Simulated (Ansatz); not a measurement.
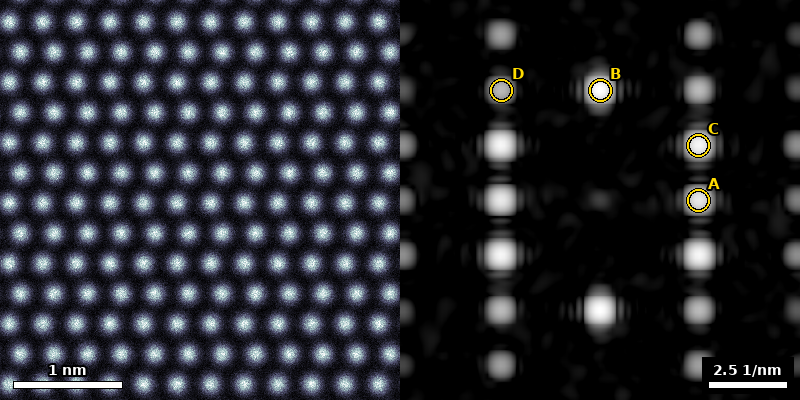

iDPC-like image of a crystal. Simulated as the projected potential of neutral atoms (B = 0.3 Å²) blurred by a 1.25 Å probe, the thin-sample limit of integrated differential phase contrast. Shot noise was added.

The right panel is the modulus of the image's Fourier transform on a logarithmic scale.

**Which lattice spacings do the marked spots stand for, and what angle do A and B enclose?**

A: 3.1 Å, B: 2.8 Å, C: 2.7 Å, D: 2.1 Å; A and B enclose about 90°.

The crystal is Pb (P6_3/mmc, No. 194) along [100]; the spots are (0 -1 0), (0 0 -2), (0 -1 -1) and (0 1 -2). Structure used: coordinates from a relaxation at fixed volume with Ansatz 0.2.0, DFT HSE06, scalar-relativistic, plane waves, PAW; the starting structure was generated, so it need not be a known form of this composition.
